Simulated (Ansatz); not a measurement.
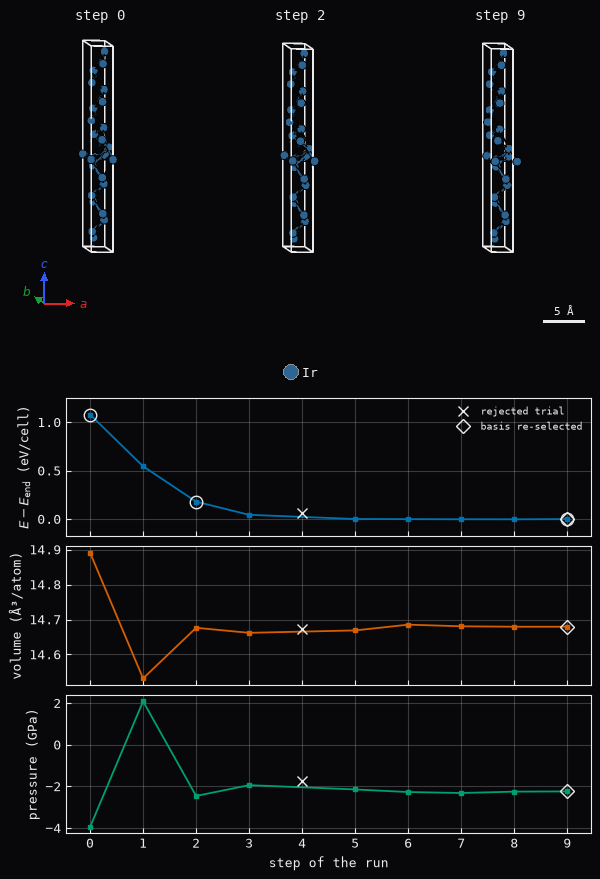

Frames of a relaxation of an interface cell of composition Ir, marked on the history of the run. The picture is a ball-and-stick view of the cell of the calculation, seen slightly off an axis.

Case: symmetric tilt boundary Sigma 11 (3 1 1), mirror on the next plane, shift [0.5, 0].

These are results of Ansatz 0.2.0, DFT PBEsol, scalar-relativistic, plane waves, PAW, not measurements. Settings: plane-wave cutoff 420 eV; k-point mesh 14 × 14 × 2; occupations gaussian; smearing width 0.1 eV; no spin polarisation; cell relaxed at fixed a, b, alpha, beta, gamma; force threshold 0.02 eV/Å; at most 60 steps.

> What happens along the run?

Over 7 accepted moves (9 points after the start) the energy falls by 1.080 eV per cell of the calculation. Largest force component: 2.4 eV/Å at the start, 0.011 eV/Å at the end. Pressure: −3.95 GPa at the start and −2.24 GPa at the end. The line search rejected the trial step at point 4 of the run. The SCF was repeated once at an unchanged geometry on a basis and grid sized afresh for the cell, which shifted the energy by 2.0 meV per cell of the calculation at most. The largest moves relative to the cell, 0.51 Å, are those of Ir atoms. The volume changes by −1.4 %, with a unchanged at 2.708 Å, b unchanged at 4.691 Å, c 25.707 → 25.342 Å (−1.4 %). Some distances before and after: Ir–Ir 2.810 → 3.491 Å, Ir–Ir 2.806 → 2.449 Å, Ir–Ir 3.160 → 2.842 Å, Ir–Ir 3.132 → 2.850 Å. Cost: 16 min on 4 threads of AMD EPYC 9R45 96-Core Processor (Zen 5) (shared host), peak memory 5.3 GiB. From step 0 to 2: Ir atoms move most (0.28 Å), volume −1.4 %, energy −0.900 eV per cell of the calculation. From step 2 to 9: Ir atoms move most (0.32 Å), energy −0.180 eV per cell of the calculation.
